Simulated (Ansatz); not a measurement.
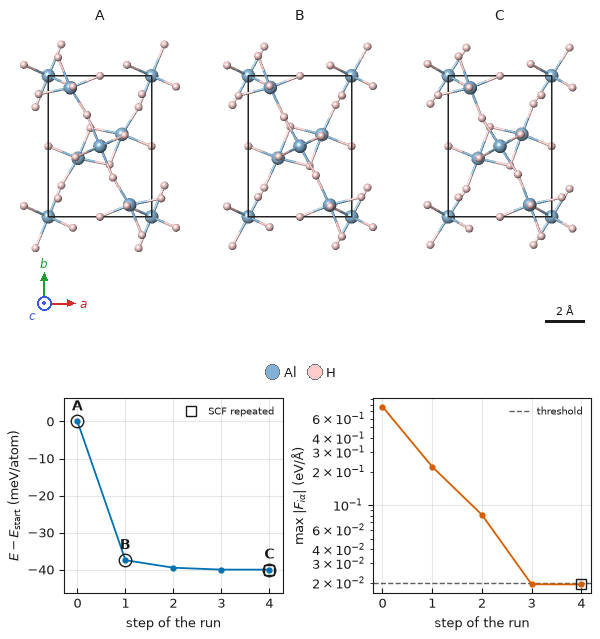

Frames of a relaxation of crystalline AlH3 (set up in Pnnm), marked on the history of the run. The picture is a ball-and-stick view of the cell of the calculation, seen along the c axis.

All numbers below come from Ansatz, DFT, r2SCAN, plane-wave PAW, default files, scalar-relativistic.

The input:
```yaml
crystal:
  lattice:
    - [5.38062, 0.0, 0.0]
    - [0.0, 7.35553, 0.0]
    - [0.0, 0.0, 5.77509]
  atoms:
    - { symbol: Al, position: [0.0, 0.0, 0.5] }
    - { symbol: Al, position: [0.5, 0.5, 0.0] }
    - { symbol: Al, position: [0.78742, 0.08486, 0.0] }
    - { symbol: Al, position: [0.21258, 0.91514, 0.0] }
    - { symbol: Al, position: [0.28742, 0.41514, 0.5] }
    - { symbol: Al, position: [0.71258, 0.58486, 0.5] }
    - { symbol: H, position: [0.0, 0.5, 0.5] }
    - { symbol: H, position: [0.5, 0.0, 0.0] }
    - { symbol: H, position: [0.7622, 0.0777, 0.3088] }
    - { symbol: H, position: [0.2378, 0.9223, 0.3088] }
    - { symbol: H, position: [0.2622, 0.4223, 0.1912] }
    - { symbol: H, position: [0.7378, 0.5777, 0.1912] }
    - { symbol: H, position: [0.2378, 0.9223, 0.6912] }
    - { symbol: H, position: [0.7622, 0.0777, 0.6912] }
    - { symbol: H, position: [0.7378, 0.5777, 0.8088] }
    - { symbol: H, position: [0.2622, 0.4223, 0.8088] }
    - { symbol: H, position: [0.0936, 0.1302, 0.0] }
    - { symbol: H, position: [0.9064, 0.8698, 0.0] }
    - { symbol: H, position: [0.5936, 0.3698, 0.5] }
    - { symbol: H, position: [0.4064, 0.6302, 0.5] }
    - { symbol: H, position: [0.625, 0.2775, 0.0] }
    - { symbol: H, position: [0.375, 0.7225, 0.0] }
    - { symbol: H, position: [0.125, 0.2225, 0.5] }
    - { symbol: H, position: [0.875, 0.7775, 0.5] }
kpoints:
  mp_grid: { grid: [5, 4, 5] }
scf:
  occupations: { method: fermi_dirac, width: 0.01 }
hamiltonian:
  xc: r2scan
  pseudopotentials: { kind: paw }
output:
  forces: true
  stress: true
  populations: true
  efg:
    quadrupole_moments_barn: { Al: 0.1466, H: 0.00285783 }
    contact_densities: true
  write_density: true
  write_potential: true
  elf: true
  volumetric_format: npy
relax:
  f_tol: 0.02
  max_steps: 60
```

Run as
```bash
ansatz run input.yaml --threads 4 --pin off --max-ram 8192MiB --backend cpu --events-out ev --progress --plain --runs-dir out
```

What happens along the run?

After 3 accepted moves (4 points after the start) the energy has fallen by 40.0 meV per atom. The largest force component goes from 0.77 to 0.019 eV/Å. 1 step only repeated the SCF at the same geometry. The largest moves, 0.32 Å, are those of H21, H22, H23 and H24. H22 goes along [−2 −1 0]. Largest moves by element: H 0.32 Å, Al 0.01 Å. The cell doesn't change. Near-neighbour distances that change, for instance: Al1–H10 1.784 → 1.711 Å, Al3–H14 1.789 → 1.720 Å, Al3–H18 1.707 → 1.755 Å, Al3–H17 1.681 → 1.714 Å. Among the angles between lasting bonds that change: H20–Al6–H24 110.2° → 98.4°, H7–Al6–H24 80.3° → 91.1°, Al1–H10–Al4 124.9° → 134.9°. The space group stays Pnnm (No. 58). From step 0 to 1: H atoms move most (0.19 Å), energy −37.4 meV per atom. From step 1 to 4: H atoms move most (0.12 Å), energy −2.6 meV per atom.
